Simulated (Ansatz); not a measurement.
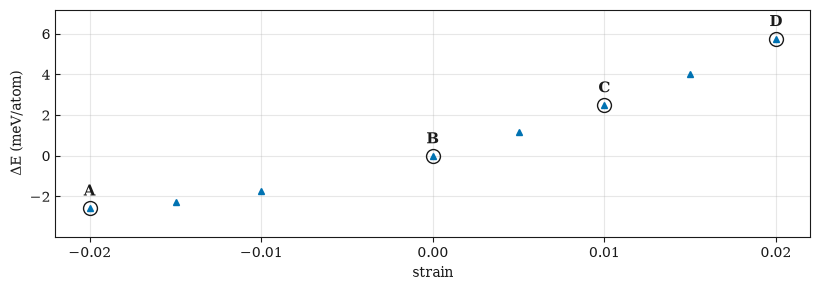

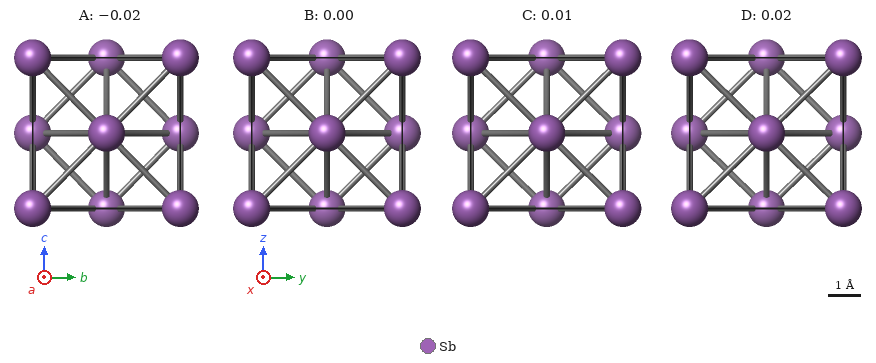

Crystalline Sb (Fm-3m): the cell is strained along y alone, with the atoms kept at their fractional coordinates. x, y and z are the Cartesian axes of the input. The lettered frames are marked on the plot. A ball-and-stick model of the conventional cell (4 times the calculation's cell), seen along the a axis. Lengths and directions refer to the drawn axes.

Level of theory: DFT PBE+D3(BJ), scalar-relativistic, plane waves, PAW in Ansatz. Set-up: plane-wave cutoff 420 eV; k-point mesh 18 × 18 × 18; occupations gaussian; smearing width 0.15 eV; no spin polarisation. Energies (free energies at the smearing named) are counted from the cell as listed in its source, which wasn't relaxed.

Read off the main features of the energy profile.

Answer. Of the computed points the lowest is at the strain −0.02, −2.6 meV/atom. The energy is still falling at the end of the range, so the minimum along this coordinate lies there or beyond. The unrelaxed reference is under a pressure of −1.3 GPa, which tilts the curve. The distortion takes the space group from Fm-3m to I4/mmm. At the strain −0.02 the cell of the drawing goes b 4.742 → 4.648 Å.
